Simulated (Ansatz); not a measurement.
**Rh: density, localisation and related maps**

```yaml
crystal:
  lattice:
    - [3.07277, 0.00000, 0.00000]
    - [0.00000, 3.07277, 0.00000]
    - [0.00000, 0.00000, 3.07277]
  atoms:
    - { symbol: Rh, position: [0.00000, 0.00000, 0.00000] }
    - { symbol: Rh, position: [0.50000, 0.50000, 0.50000] }
```

Space group Im-3m; set up as Rh, bcc; a generated structure, not necessarily the stable one; spin-polarised.

Level of theory: Ansatz, DFT, PBE, plane waves (420 eV) with PAW, scalar-relativistic.

The density is the valence pseudo-density of a PAW calculation; it isn't the true density close to the nuclei.

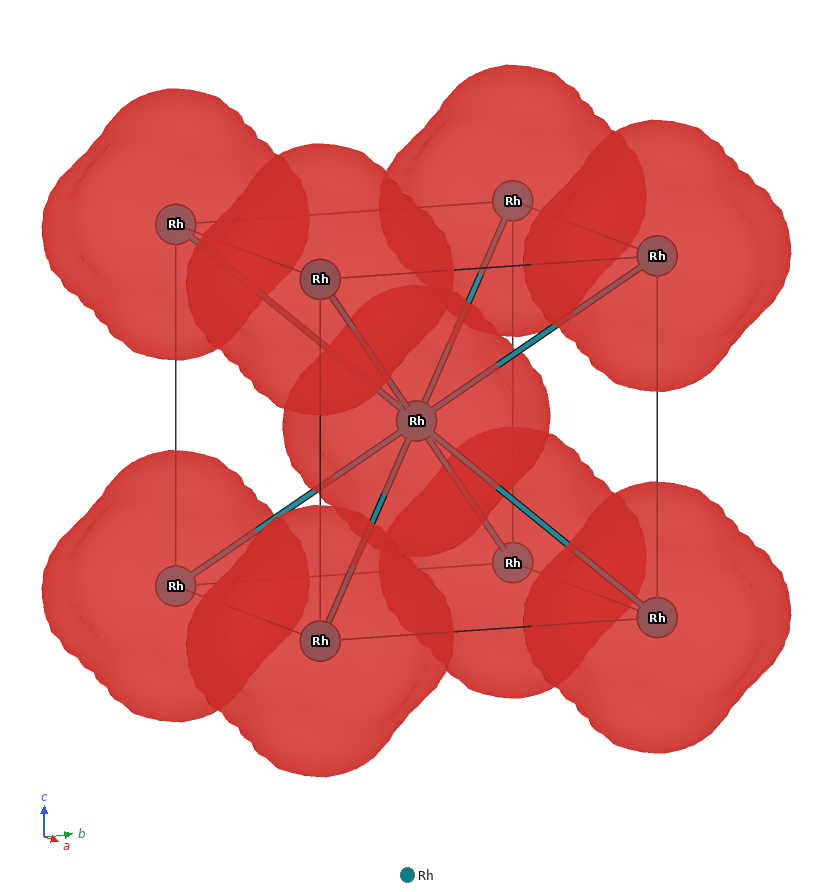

Figure 1. Isosurface of the spin density at +0.02 e/Å³ (red), seen slightly off an axis. Sticks mark near contacts.

**Where is the spin, and how is it ordered?**

The spin density sits on Rh: +0.5 μB (×2) in one cell of 2 atoms: parallel main moments, as they must be, since the calculation's own cell holds one magnetic site. The cell of the calculation (1 atoms) carries 0.5 μB of net spin moment.

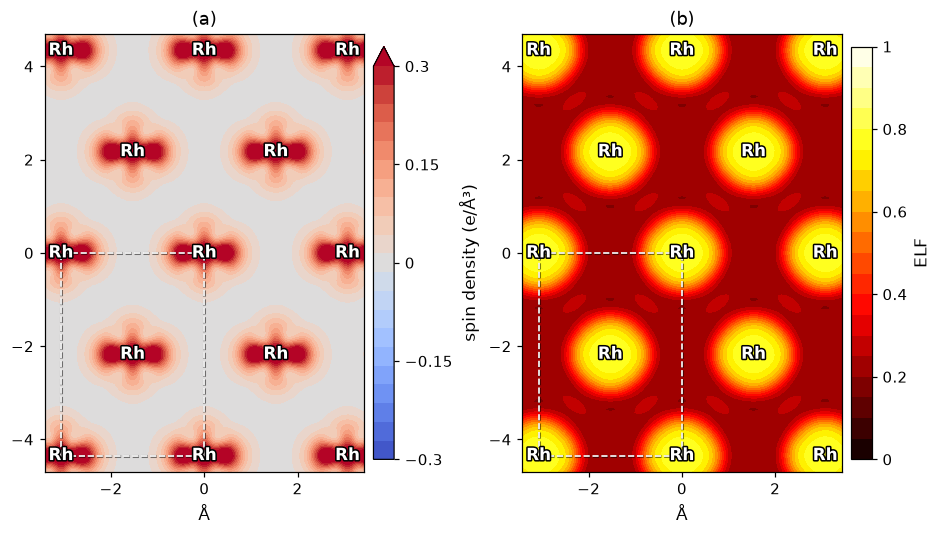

Figure 2. (a) magnetisation density (up minus down); (b) ELF on the (101) plane of the conventional cell.

**Describe what can be read from this map.**

The section cuts through Rh sites.
Rh–Rh (2.66 Å): the ELF is about 0.25 at the midpoint: no shared electron pair shows on this line.
The features right at Rh lie inside the PAW spheres, where the map follows smoothed inner orbitals and isn't to be read closely.

**Does the calculation give a band gap?**

It is gapless in this calculation (a metal or semimetal).
